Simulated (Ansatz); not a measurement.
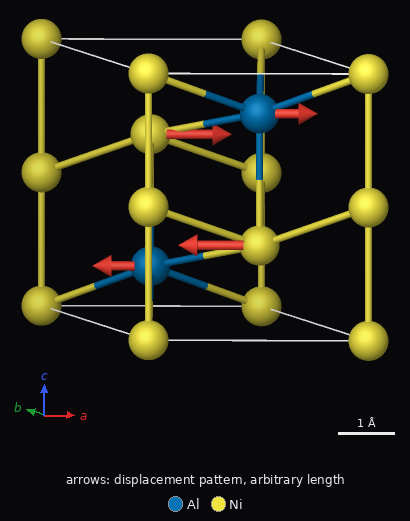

Normal modes of solid AlNi₂, space group P-3m1 (No. 164), at the zone centre. The optical levels lie at 131, 149 (×2), 163, 167 (×2), 243 (×2), 281, 318, 342, 350 (×2), 362 (×2) cm⁻¹. One mode is drawn. Displacements are drawn as red arrows; their common scale and sign are arbitrary. Style: ball-and-stick. Shown: the cell of the calculation, from a free direction.

Level of theory: DFT LDA, scalar-relativistic, plane waves, PAW (Ansatz). Set-up: plane-wave cutoff 420 eV; k-point mesh 12 × 12 × 8; occupations fermi dirac; smearing width 0.15 eV; no spin polarisation.

The frequencies depend somewhat on the k-mesh and the smearing.

To which level does it belong?

The level at 149 cm⁻¹. This is the E_g mode (doubly degenerate; one member of the set is drawn), optical level 2 of 10, counted from below, Raman-active by symmetry. The Ni (1b) and Ni (1a) atoms stay at rest; all motion is along a; atoms of one kind move against one another, with no net shift of any sublattice; the kinetic energy is shared as Ni 84 %, Al 16 %.

Limits of the set-up: an element that often carries a moment was run without spin polarisation.
